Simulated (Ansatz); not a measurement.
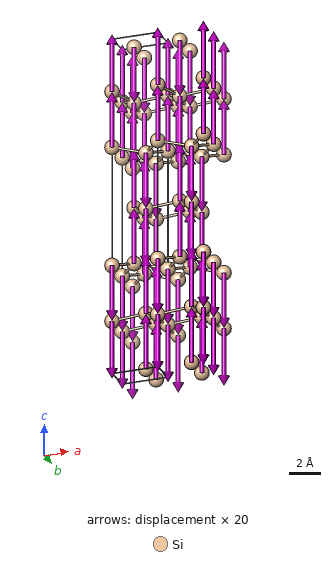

This is a relaxation of a crystal of Si (a generated structure, set up in R-3m) (coarse preliminary run). The starting structure is drawn; purple arrows show the displacements (the part carried along by the change of the cell is left out), magnified 20 times.

A ball-and-stick model of the conventional cell (3 times the calculation's cell), repeated 2 × 2 × 1 with one cell outlined, seen from a free direction. Lengths and directions refer to the drawn axes.

All numbers below come from DFT PBE+D3(BJ), scalar-relativistic, plane waves, PAW in Ansatz 0.2.0. Settings: plane-wave cutoff 420 eV; k-point mesh 6 × 6 × 6; occupations gaussian; smearing width 0.1 eV; no spin polarisation; cell and atoms relaxed; force threshold 0.04 eV/Å; at most 70 steps.

### What did the optimiser do to the structure, and how much energy did it gain?

The largest moves relative to the cell, 0.19 Å, are those of Si atoms. The volume changes by −15.1 %, with a = b 3.870 → 3.872 Å (0.0 %), c 22.080 → 18.733 Å (−15.2 %). Some distances before and after: Si–Si 2.277 → 2.359 Å. Bond angles that change, for instance: Si–Si–Si 116.4° → 110.3°, Si–Si–Si 116.4° → 110.6°. The space group stays R-3m (No. 166). After 8 accepted moves (11 points after the start) the energy has fallen by 158 meV per atom. The largest force component goes from 0.49 to 0.0098 eV/Å. Pressure: −1.97 GPa at the start and 0.01 GPa at the end. The line search rejected the trial steps at points 7, 9 of the run. The SCF was repeated once at an unchanged geometry on a basis and grid sized afresh for the cell, which shifted the energy by 0.1 meV per atom at most. The run took 17 s on 1 thread of Intel(R) Xeon(R) 6975P-C (Granite Rapids), on a shared host, peak memory 0.4 GiB.
